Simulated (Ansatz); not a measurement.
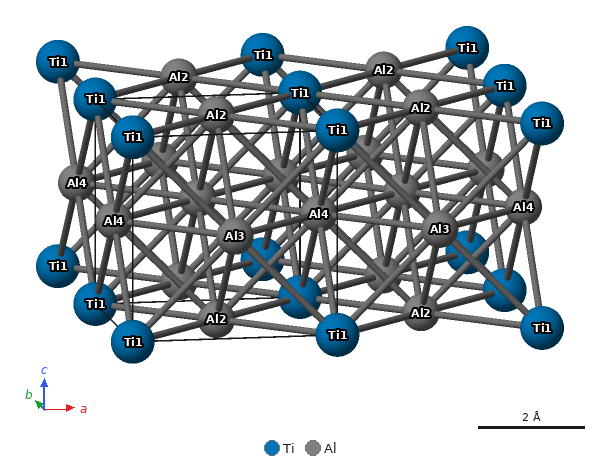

The starting point is crystalline TiAl3 (set up in Pm-3m). A ball-and-stick model of the cell of the calculation, repeated 2 × 2 × 1 with one cell outlined, seen slightly off an axis.

These are results of DFT PBEsol, scalar-relativistic, plane waves, PAW (Ansatz 0.2.0), not measurements. Settings: plane-wave cutoff 420 eV; occupations gaussian; smearing width 0.1 eV; no spin polarisation. The k-mesh is chosen for each cell (10×10×10, 12×12×12).

Now this is done to it. The crystal is put under a hydrostatic pressure of 50 GPa. Cell and atoms are relaxed at that pressure.

Q: What does the calculation give for the changed structure?

A: The volume changes by −23.3 %, with a = b = c 3.948 → 3.615 Å (−8.5 %). The atoms keep their places relative to the cell (all moves are under 0.005 Å). Some distances before and after: Al–Ti 2.792 → 2.556 Å, Al–Al 2.792 → 2.556 Å. The space group stays Pm-3m (No. 221). The energy rises by 450 meV per atom. (The two runs use different k-meshes.) Pressure: 0.0 GPa before, 50.0 GPa after. Both are metals.

Drawn alike, the variant:

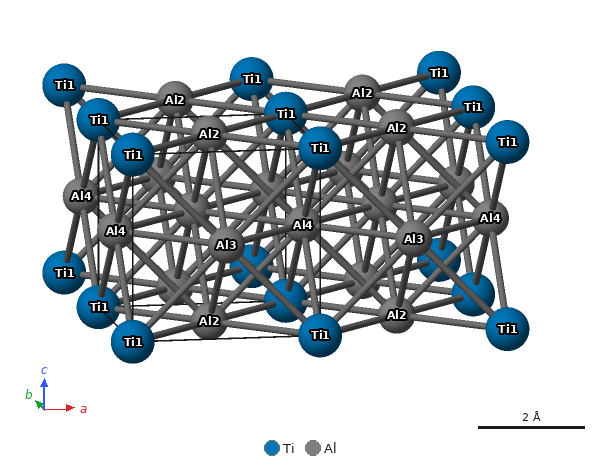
